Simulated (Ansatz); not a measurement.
The calculation's input:

```
crystal:
  lattice:
    - [0.0, 2.861, 2.861]
    - [2.861, 0.0, 2.861]
    - [2.861, 2.861, 0.0]
  atoms:
    - { symbol: Mn, position: [0.5, 0.5, 0.5], spin: 2.57 }
    - { symbol: Mn, position: [0.25, 0.25, 0.25], spin: -0.83 }
    - { symbol: Mn, position: [0.75, 0.75, 0.75], spin: -0.83 }
    - { symbol: Si, position: [-0.0174764069, 0.0174764069, 0.0174764069], spin: 0.04 }
magnetization:
  spin_polarized: true
basis:
  ecutwfc: 420
  fft_grid_basis: typed
kpoints:
  mp_grid: { grid: [10, 10, 10] }
hamiltonian:
  xc: pbesol
  pseudopotentials: { kind: paw }
scf:
  occupations: { method: gaussian, width: 0.05 }
output:
  forces: true
  stress: true
  eigenvalues: true
  bader: true
  write_density: true
  volumetric_format: npy
  populations: true
```

Run with:

```sh
ansatz run input.yaml --threads 2 --pin off --max-ram 4096MiB --backend cpu --events-out ev --progress --plain --runs-dir out
```

The picture shows the cell of the calculation (origin moved) (a = 4.05 Å, b = 4.05 Å, c = 4.05 Å, α = 60.00°, β = 60.00°, γ = 60.00°).

Space group Fm-3m; the calculation finds a residual pressure of about −15 GPa at this fixed cell; spin-polarised. Net moment 1.0 μB in the 4-atom cell of the calculation; other magnetic orders weren't tried. So large a residual pressure suggests that the database cell is idealised or belongs to other conditions.

Level of theory: Ansatz 0.2.0, DFT PBEsol, scalar-relativistic, plane waves, PAW.

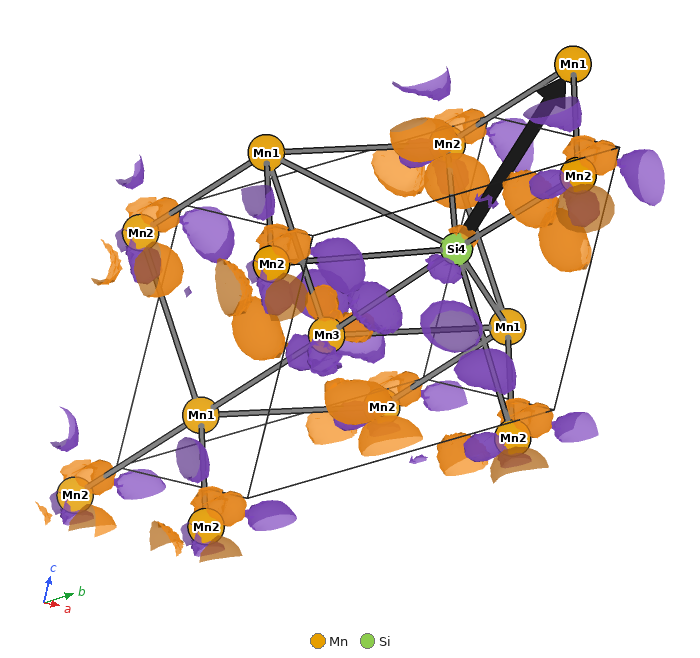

Mn3Si. Si4 was moved by 0.10 Å along [−1 1 1] in the axes of the cell drawn (arrow, not to scale). Change of the density less the rigid motion of the neutral atom's own density: orange surfaces at +0.008 and purple ones at −0.008 e/Å³, in the cell of the calculation (origin moved) seen slightly off an axis.

Core electrons are frozen (PAW), so the fields are smoothed inside the atomic spheres.

How do the electrons respond beyond following the atom?

About 0.06 e is rearranged in the cell. Outside the cores the largest gain, 0.012 e/Å³, lies 1.0 Å from a manganese nucleus and 1.4 Å from a silicon one, and the largest loss, 0.011 e/Å³, lies 1.0 Å from a manganese nucleus and 1.6 Å from a silicon one.

What restoring force does the calculation give for this move?

The force on it changes by 0.83 eV/Å along the move, against it: a stiffness of about 8.3 eV/Å² for this sublattice shift.

Run times: 83 s (moved atom) and 82 s (base cell), on 2 threads of Arm Neoverse N1 (shared host).
